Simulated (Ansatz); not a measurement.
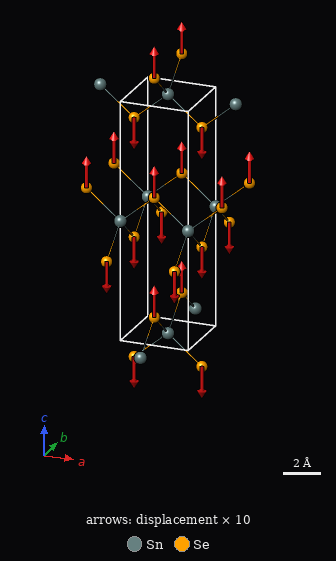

This is a relaxation of solid SnSe₂ (a generated structure, set up in P4_2/nmc). The starting structure is drawn; red arrows show the displacements (the part carried along by the change of the cell is left out), 10 times their true length.

Style: ball-and-stick. Shown: the cell of the calculation, from a free direction.

Case: Ge → Sn, S → Se on all its sites, cell and atoms relaxed.

The calculation used DFT PBE, scalar-relativistic, plane waves, PAW (Ansatz). Settings: plane-wave cutoff 420 eV; k-point mesh 10 × 10 × 4; occupations gaussian; smearing width 0.02 eV; no spin polarisation; cell and atoms relaxed; force threshold 0.01 eV/Å; at most 60 steps.

Q: What happened in the run?

A: The largest moves relative to the cell, 0.19 Å, are those of Se atoms. Sn stays in place. The volume changes by −11.4 %, with a = b 3.971 → 3.978 Å (+0.2 %), c 13.933 → 12.309 Å (−11.7 %). The space group stays P4_2/nmc (No. 137). The energy falls by 4.2 meV per atom in 7 accepted moves (8 points after the start). Largest force component: 0.0083 eV/Å at the start, 0.0024 eV/Å at the end. The pressure goes from −0.15 to 0.01 GPa. At 1 point the geometry stayed and the basis and grid were re-selected for the new cell (energy shift of 0.4 meV per atom at most each time).
